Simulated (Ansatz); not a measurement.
Band-structure calculation of Ni

System: Ni (Pm-3m, 1 atom in the cell).
Method: DFT, PBEsol, PAW with Ansatz's default frozen-core files, scalar-relativistic, spin-polarised (Ansatz 0.2.0).

It belongs to a series of runs on one base structure; here: functional pbesol, PAW files. Figures and captions count atoms from 1; the log counts them from 0 in places.

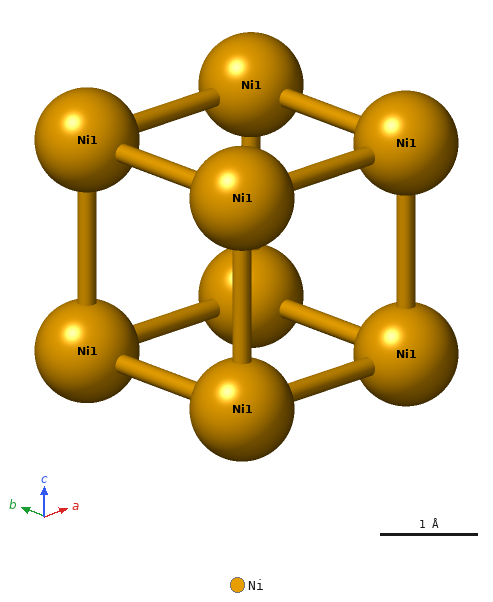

Figure 1. The structure as given in the input (ball-and-stick view of the cell of the calculation, seen at an oblique angle; atoms are numbered from 1 in the order of the input). Near neighbours in the crystal (not all of them lie inside the picture): Ni has 6 Ni at 2.33 Å.

## The input
```yaml
crystal:
  lattice:
    - [2.3292659376, 0.0, 0.0]
    - [0.0, 2.3292659376, 0.0]
    - [0.0, 0.0, 2.3292659376]
  atoms:
    - { symbol: Ni, position: [0.0, 0.0, 0.0], spin: 1.5 }
magnetization:
  spin_polarized: true
kpoints:
  mp_grid: { grid: [16, 16, 16] }
  band_path:
    path:
      - [0.0, 0.0, 0.0]
      - [0.0, 0.5, 0.0]
      - [0.5, 0.5, 0.0]
      - [0.0, 0.0, 0.0]
      - [0.5, 0.5, 0.5]
      - [0.0, 0.5, 0.0]
      - [0.5, 0.5, 0.5]
      - [0.5, 0.5, 0.0]
    npoints: 5
scf:
  occupations: { method: fermi_dirac, width: 0.05 }
hamiltonian:
  xc: pbesol
  pseudopotentials: { kind: paw }
output:
  forces: true
  stress: true
  eigenvalues: true
  efg: { contact_densities: true }
  write_density: true
  write_potential: true
  elf: true
  volumetric_format: npy
```

Hardware: 1 thread of an x86-64 CPU, shared host.

Launched with:
```bash
ansatz run input.yaml --threads 1 --pin off --max-ram 3072MiB --backend cpu --events-out ev --progress --plain --runs-dir out
```

## The program's output
```
Engine: ansatz 0.2.0, x86_64-unknown-linux-gnu
Pseudopotentials: kind: paw
Pseudopotential: Ni, paw, valence charge 18, recommended cutoff 420 eV (normal), Ni.paw.azcp
Functional definition: PBEsol
  exchange = pbesol_x
  correlation = pbesol_c
Crystal: 1 atoms, lattice volume = 12.637 Å³
Basis set: ecut = 420 eV, 251 PW (Γ), exchange–correlation on 32×32×32 points (8 copies of the dense FFT grid, shifted against one another)
Bands: 14, of which v1, the nominal top of the filled ones, is band 9 counted from 1 (8 counted from 0)
Symmetry: 48 space group operations
Space group: Pm-3m (ITA 221), of the structure as read, at distance tolerance 2.3e-5 Å
Magnetic group: BNS 221.92 (UNI 1594), of the structure as read, at distance tolerance 2.3e-5 Å
k-points: 165 of 4096
Non-local potential: Ni, projectors of the file, l = 0: 3, l = 1: 2, l = 2: 3, l = 3: 1
PAW form: soft (Blöchl's): semilocal exchange-correlation on the pseudo side does not see the compensation charge
PAW frozen core: Ni, regenerated for the run's functional, and the local potential with it (the file was generated under x = pbe(κ = 0.804, μ = 0.2195149727645171), c = pbe(β = 0.06672455060314922))
PAW one-centre angular grid: Ni, 590 points (default); XC on 64 Gauss nodes
Initial density: superposition of atomic densities (chi_scale 0.1, normalization cell)
Starting moments: Σ|m| = 1.5 μB on 1 of 1 site
Initial wavefunctions: pseudopotential atomic-orbital guess
Functional: x = pbesol(κ = 0.804, μ = 0.12345679012345678), c = pbesol(β = 0.046)
iter 1 solved again at ethr=1.83e-3 eV; its pass at ethr=3.10e-3 eV (dr2=3.29e-1 eV) is discarded
SCF iter   1: F=—  HF=-5803.314171 eV  |F-HF|=—  |Δ(HF+E_count)|=         —  Δρ=7.99e-2 (↑7.99e-2 ↓2.38e-2)  dr2=3.33e-1  dr2_m=2.71e-1  M=1.015 μB ∫|m|=1.037 μB  β_m=0.30  ethr=1.83e-3  ⟨swp⟩=1.0  Hψ=31037  notcnv=0
Mixer restart at iter 1: flushing history
preconditioner: auto → none  [metal: Δε(μ)=0.012 eV  Ē_g=14.839 eV  σ=0.050 eV  W_gap=0.06  n_scr=6 (ndim 8)  ℏωp=33.0 eV  f_vac=0.000  D(μ)=2.46/eV (n_scr^D=32)  sad-step TF]
SCF iter   2: F=—  HF=-5803.329560 eV  |F-HF|=—  |Δ(HF+E_count)|=   1.54e-2  Δρ=5.24e-2 (↑2.96e-2 ↓5.24e-2)  dr2=4.17e-2  dr2_m=1.88e-1  M=0.961 μB ∫|m|=0.982 μB  β_m=0.39  ethr=1.83e-3  ⟨swp⟩=2.6  Hψ=7618  notcnv=0
SCF iter   3: F=—  HF=-5803.724789 eV  |F-HF|=—  |Δ(HF+E_count)|=         —  Δρ=4.34e-2 (↑3.04e-2 ↓4.34e-2)  dr2=1.57e-2  dr2_m=1.56e-1  M=0.878 μB ∫|m|=0.903 μB  β_m=0.39  ethr=2.32e-4  ⟨swp⟩=2.6  Hψ=9790  notcnv=0  defer=9
Mixer restart at iter 3: flushing history
SCF iter   4: F=—  HF=-5803.944645 eV  |F-HF|=—  |Δ(HF+E_count)|=   2.20e-1  Δρ=4.42e-2 (↑2.95e-2 ↓4.42e-2)  dr2=2.13e-2  dr2_m=1.55e-1  M=0.774 μB ∫|m|=0.808 μB  β_m=0.69  ethr=8.74e-5  ⟨swp⟩=2.4  Hψ=8407  notcnv=0  defer=62
SCF iter   5: F=-5804.114237 eV  HF=-5803.992176 eV  |F-HF|=1.22e-1  |Δ(HF+E_count)|=   4.75e-2  Δρ=3.39e-2 (↑3.39e-2 ↓2.04e-2)  dr2=1.64e-2  dr2_m=8.39e-2  M=0.752 μB ∫|m|=0.783 μB  β_m=0.20  ethr=8.74e-5  ⟨swp⟩=2.1  Hψ=8022  notcnv=0  defer=90
SCF iter   6: F=-5804.177530 eV  HF=-5804.130485 eV  |F-HF|=4.70e-2  |Δ(HF+E_count)|=   1.38e-1  Δρ=1.24e-2 (↑1.24e-2 ↓1.04e-2)  dr2=5.78e-4  dr2_m=1.49e-2  M=0.686 μB ∫|m|=0.716 μB  β_m=0.42  ethr=8.74e-5  ⟨swp⟩=2.2  Hψ=7500  notcnv=0  defer=103
SCF iter   7: F=-5804.192139 eV  HF=-5804.191565 eV  |F-HF|=5.74e-4  |Δ(HF+E_count)|=   6.11e-2  Δρ=1.17e-3 (↑3.37e-4 ↓1.17e-3)  dr2=5.14e-5  dr2_m=6.29e-5  M=0.590 μB ∫|m|=0.624 μB  β_m=0.54  ethr=3.21e-6  ⟨swp⟩=2.3  Hψ=9441  notcnv=0  defer=122
SCF iter   8: F=-5804.192215 eV  HF=-5804.192063 eV  |F-HF|=1.52e-4  |Δ(HF+E_count)|=   4.98e-4  Δρ=9.63e-4 (↑2.29e-4 ↓9.63e-4)  dr2=4.12e-5  dr2_m=4.07e-5  M=0.585 μB ∫|m|=0.618 μB  β_m=0.77  ethr=2.85e-7  ⟨swp⟩=2.5  Hψ=7040  notcnv=0  defer=122
SCF iter   9: F=-5804.192253 eV  HF=-5804.192253 eV  |F-HF|=6.51e-7  |Δ(HF+E_count)|=   1.89e-4  Δρ=2.36e-4 (↑1.03e-4 ↓2.36e-4)  dr2=1.80e-6  dr2_m=3.12e-6  M=0.579 μB ∫|m|=0.611 μB  β_m=0.88  ethr=2.29e-7  ⟨swp⟩=2.1  Hψ=6908  notcnv=0  defer=122
SCF iter  10: F=-5804.192254 eV  HF=-5804.192254 eV  |F-HF|=6.63e-7  |Δ(HF+E_count)|=   1.68e-6  Δρ=9.46e-5 (↑1.72e-5 ↓9.46e-5)  dr2=9.30e-7  dr2_m=1.92e-7  M=0.580 μB ∫|m|=0.612 μB  β_m=0.91  ethr=1.00e-8  ⟨swp⟩=2.2  Hψ=6664  notcnv=0  defer=122
SCF iter  11: F=-5804.192254 eV  HF=-5804.192254 eV  |F-HF|=5.31e-8  |Δ(HF+E_count)|=   1.09e-7  Δρ=1.86e-5 (↑1.24e-5 ↓1.86e-5)  dr2=7.36e-8  dr2_m=1.58e-9  M=0.580 μB ∫|m|=0.612 μB  β_m=0.96  ethr=5.17e-9  ⟨swp⟩=1.5  Hψ=5238  notcnv=0  defer=122
SCF iter  12: F=-5804.192254 eV  HF=-5804.192254 eV  |F-HF|=6.09e-8  |Δ(HF+E_count)|=   1.73e-9  Δρ=2.18e-5 (↑9.61e-6 ↓2.18e-5)  dr2=7.57e-8  dr2_m=5.00e-9  M=0.580 μB ∫|m|=0.612 μB  β_m=0.98  ethr=4.09e-10  ⟨swp⟩=6.9  Hψ=24335  notcnv=0
SCF iter  13: F=-5804.192254 eV  HF=-5804.192254 eV  |F-HF|=1.42e-9  |Δ(HF+E_count)|=   1.17e-8  Δρ=3.81e-6 (↑1.20e-6 ↓3.81e-6)  dr2=1.94e-9  dr2_m=2.28e-10  M=0.580 μB ∫|m|=0.612 μB  ethr=4.09e-10  ⟨swp⟩=6.2  Hψ=21175  notcnv=0
SCF 1 converged in 13 iterations: F = -5804.192254 eV  dr2 = 1.94e-9
  greatest PAW one-centre occupation: 1.001 electrons in one spin orbital (limit 2), on the Ni atom at site 0 (counted from 0), in its partial waves of l = 1
```

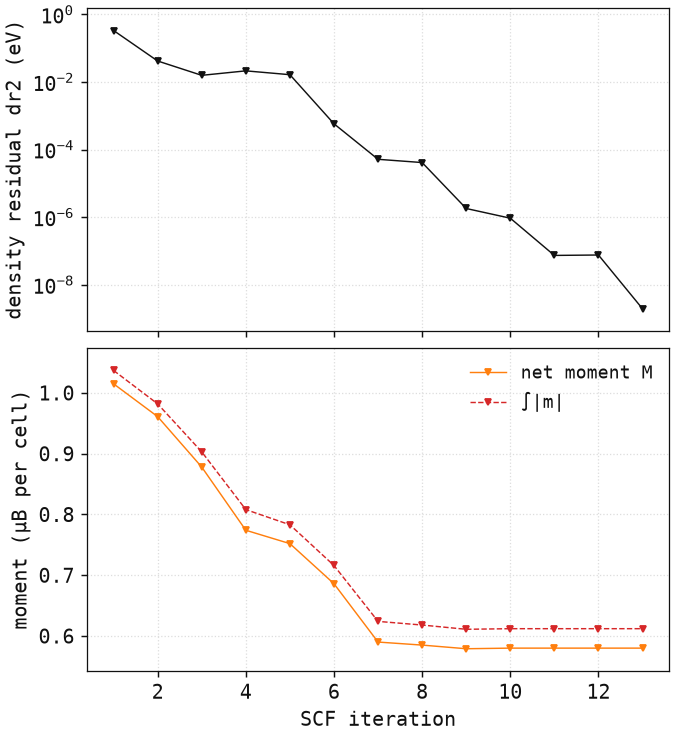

Figure 2. Convergence of the self-consistent field: density residual dr2 and magnetic moment against the SCF iteration. The residual falls almost steadily, with no more than small rises. The net moment goes from 1.0 to 0.6 μB per cell.

```
at 1 of the mixer's solves, the last at iteration 4, it left a direction of its history that read negative out of its fit and stepped the other way along it
the search or the solves at the SCF's close seem to have found levels that the self-consistency loop had missed (the run counts 1). By its estimate they hold under 1e-12 electrons; where the run keeps them, the occupations were computed again with them
NSCF: frozen V_eff on 36 k-points
SCF converged after 13 iterations
Magnetization: 0.5801 μB (9.2901 up, 8.7099 down)
Absolute magnetization: 0.6119 μB (∫|ρ↑−ρ↓|, with the PAW one-centre terms)
Spin contamination: 0.0030 ħ² per cell (⟨S²⟩ above its minimum at these occupations)
Per-site moments (μB) at R_I (Å): [(0.5931211521599458, 0.9608221992599999)]
Free energy (F): -5804.192254 eV
Harris-Foulkes:  -5804.192254 eV  (|F-HF|=1.42e-9)
Internal energy: -5804.176222 eV  (E = F + TS)
E sigma→0 (E₀):  -5804.184238 eV
Entropy (-TS):   -0.016032 eV (-16.032 meV/atom)
Fermi energy:    14.808014 eV
--- Per-component energies (eV) ---
  E_band       = -338.586455
  E_kinetic    = 282.326318
  E_local      = -3783.454024  (includes V_loc(G=0)·N_el)
  E_nonlocal   = 639.676258
  E_hartree    = 1579.266692
  E_xc         = -83.277146
  E_vxc        = -107.738303  (∫ρ·V_xc dr)
  E_paw        = -1597.379780  (= ΣΔE_a)
  E_vpaw       = -527.927125  (= ΣTr[D̂ρ^β])
  E_aug_tail   = 0.000561  (compensation charges beyond the density's cutoff)
  E_ewald      = -2841.532390
  E_core_change = 0.197289  (= ΣΔE_core)
  E_smearing   = -0.016032  (= −TS)
  E_closure    = -0.000000  (closes the sum)
  Σ components = -5804.192254   (vs F -5804.192254, Δ=0.00e0)
--- Forces (eV/Å), atoms counted from 1 ---
  atom   1  Ni     0.00000000     0.00000000     0.00000000
  max |Σ_I F_I| component: 1.49e-32 eV/Å
--- Stress (GPa, compression-positive) ---
       -7.614355       0.000000       0.000000
        0.000000      -7.614355       0.000000
        0.000000       0.000000      -7.614355
  P = ⅓ Tr σ = -7.6144 GPa (-76.144 kbar)
--- PAW observables at the nuclei: V_zz in 10²¹ V/m², potentials from the cell's mean, atoms counted from 1 ---
  atom   1  Ni V_zz =    +0.000000   η = 0.0000   by run symmetry: forbidden
            electrostatic potential = -3572.574230 V   contact ρ = 130132.025798 e/Å³   contact ρ_s (e/Å³): all electrons -0.729965, valence +0.972623
--- Band table (eV; the first three rows and the last of 330) ---
  k-point 0 ↑: bands = ["-88.2608", "-48.6678", "-48.6678", "-48.6678", "6.7093", "11.1636", "11.1636", "14.4130", "14.4130", "14.4130", "34.0665", "34.0665", "34.0665", "37.6736"]
  k-point 1 ↑: bands = ["-88.2598", "-48.6769", "-48.6671", "-48.6671", "6.8247", "11.1792", "11.2150", "14.3701", "14.3701", "14.4164", "32.4851", "34.2213", "34.2213", "37.7036"]
  k-point 2 ↑: bands = ["-88.2569", "-48.7028", "-48.6650", "-48.6650", "7.1650", "11.2241", "11.3656", "14.2500", "14.2500", "14.4262", "29.8857", "34.6776", "34.6776", "37.7940"]
  k-point 164 ↓: bands = ["-87.4663", "-48.1593", "-48.1593", "-48.1593", "12.0366", "12.0366", "12.0366", "15.8246", "15.8246", "26.5032", "26.5032", "26.5032", "28.4834", "31.8244"]
```

## File v_z.tsv
```
# z_ang	v_es[eV]	v_tot_up[eV]	v_tot_dn[eV]
# format = ansatz-planar-average/11
# xc	pbesol
# density_cutoff_ev	1680
# datasets	Ni=:simpson_from_first_knot:soft:shift=-1124341
# lattice	2.329265938	0.000000000	0.000000000
# lattice	0.000000000	2.329265938	0.000000000
# lattice	0.000000000	0.000000000	2.329265938
# sites	1
# site	28	0.000000000	0.000000000	0.000000000
0.000000	-5.573175e0	-2.014748e1	-2.009349e1
0.145579	-4.553280e0	-1.892170e1	-1.885728e1
0.291158	-1.672172e0	-1.545485e1	-1.536878e1
0.436737	2.599934e0	-1.030815e1	-1.021086e1
0.582316	7.479198e0	-4.375230e0	-4.295486e0
0.727896	1.193743e1	1.137034e0	1.167780e0
0.873475	1.500113e1	5.013275e0	4.975035e0
1.019054	1.642255e1	6.824912e0	6.717161e0
1.164633	1.679804e1	7.273178e0	7.133458e0
1.310212	1.642255e1	6.824912e0	6.717161e0
1.455791	1.500113e1	5.013275e0	4.975035e0
1.601370	1.193743e1	1.137034e0	1.167780e0
1.746949	7.479198e0	-4.375230e0	-4.295486e0
1.892529	2.599934e0	-1.030815e1	-1.021086e1
2.038108	-1.672172e0	-1.545485e1	-1.536878e1
2.183687	-4.553280e0	-1.892170e1	-1.885728e1
```

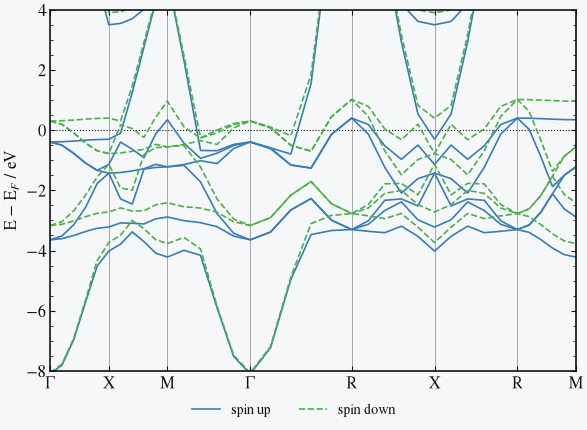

Figure 3. Band structure along Γ–X–M–Γ–R–X–R–M, with energies from the Fermi level. Bands cross the Fermi level: a metal at this level of theory.

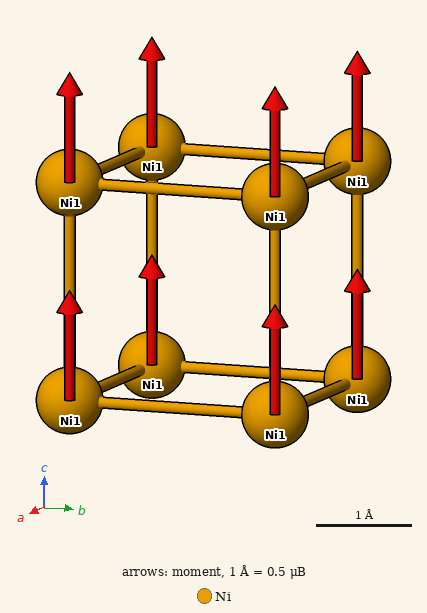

Figure 4. Magnetic moments of the sites as red arrows (ball-and-stick view of the cell of the calculation, seen slightly off an axis; atoms are numbered from 1 in the order of the input); small moments hardly show. The run is collinear, so the axis drawn is arbitrary. Site moments: Ni1 (0.59 μB). They are counted near the atoms and needn't add up to the moment of the cell.

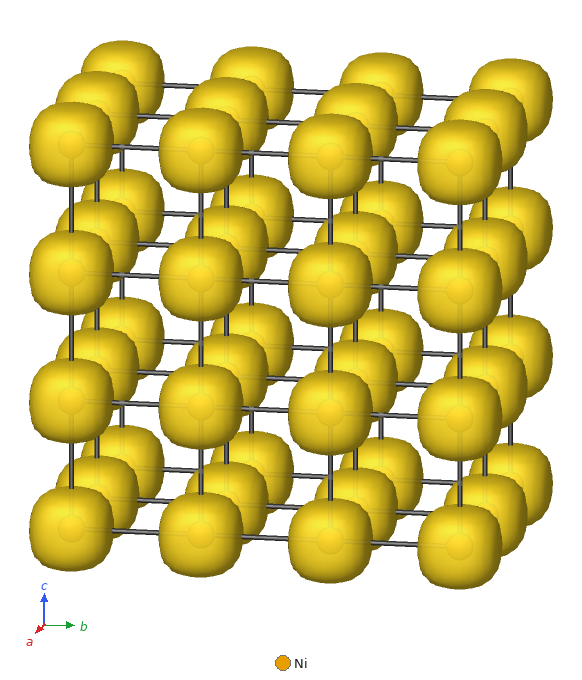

Figure 5. Isosurface of the magnetisation density (up minus down) at +0.04 e/Å³ (yellow), seen slightly off an axis. Sticks mark near contacts. The outline is the cell set on symmetry axes. The cell of the calculation (1 atoms) carries 0.6 μB net. The fields are those of the smooth PAW valence density.

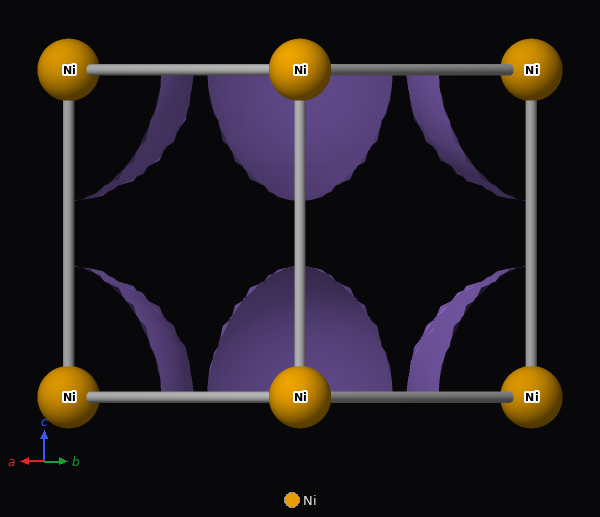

Figure 6. Isosurface of the valence pseudo-density at 0.6 e/Å³ (purple), seen along [110]. Sticks mark near contacts. The outline is the cell set on symmetry axes. At this value the density breaks into separate islands; it holds about 85 % of the electrons treated as valence (semicore included). It is pinched off along the Ni–Ni (2.33 Å) contacts. On the grid the lowest density along these lines, outside the cores, is 0.38 e/Å³ (Ni–Ni, 2.33 Å).

## Results in brief

```json
{"quantity": "outcome", "value": "converged"}
{"quantity": "space group (tolerance 0.01 Å)", "value": "Pm-3m (221)"}
{"quantity": "electrons treated", "value": "18"}
{"quantity": "free energy", "value": "−5804.1923 eV"}
{"quantity": "Fermi energy", "value": "14.808 eV"}
{"quantity": "net moment of the cell", "value": "0.58 μB"}
{"quantity": "integrated absolute moment", "value": "0.61 μB"}
{"quantity": "pressure", "value": "−7.61 GPa"}
{"quantity": "field gradient V_zz (10²¹ V/m²)", "value": "zero at all sites"}
{"quantity": "electronic character", "value": "metal"}
{"quantity": "largest force (length of the vector)", "value": "under 0.001 eV/Å"}
{"quantity": "wall time", "value": "6 s"}
{"quantity": "peak memory", "value": "0.49 GiB"}
```

## Remarks

The cell is under a tension of 7.6 GPa at this level, so it is not at its equilibrium volume.
